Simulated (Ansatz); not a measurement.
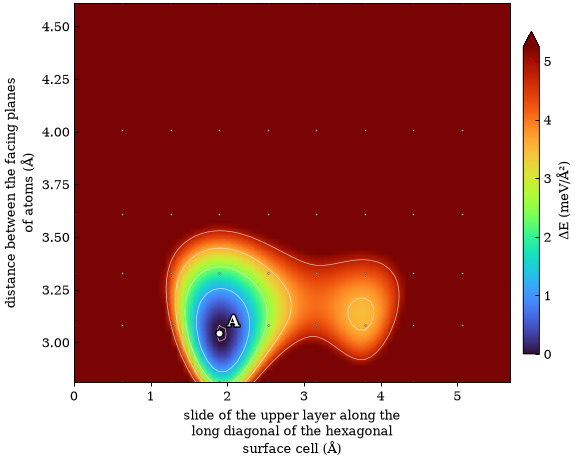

A bilayer of two WSe₂ sheets (1H type), the upper one turned by 180 degrees about the normal (6 atoms in the cell). The upper layer of a bilayer is slid along a line and lifted, both layers rigid. The first coordinate is: slide of the upper layer along the long diagonal of the hexagonal surface cell, from Se4 above Se3; the second: distance between the facing planes of atoms. Grid: 9 × 6 points. Points are written as (first, second). All energies are given in meV/Å² relative to the lowest grid point. Level of theory: DFT PBE+D3(BJ), scalar-relativistic, plane waves, PAW in Ansatz. Settings: cutoff 420 eV, k-mesh 9×9×1, gaussian smearing 0.05 eV, no spin polarisation.

The picture shows a smooth colour map with a few white contour lines, dots at the grid points, one colour for all values above the top of the scale, the well A. Between grid points the surface is interpolated.

Where is the minimum, and how stiff is the well along each coordinate? Take the well at A.

The interpolated minimum is at the first coordinate ≈ 1.90 Å, the second coordinate ≈ 3.04 Å. The curvatures there are about 0.21 eV/Å² and 0.62 eV/Å², with a cross term of about 0 eV/Å² (per cell of 9.35 Å²). Round the minimum the two coordinates are nearly uncoupled.

PAW datasets: the set soft_1.
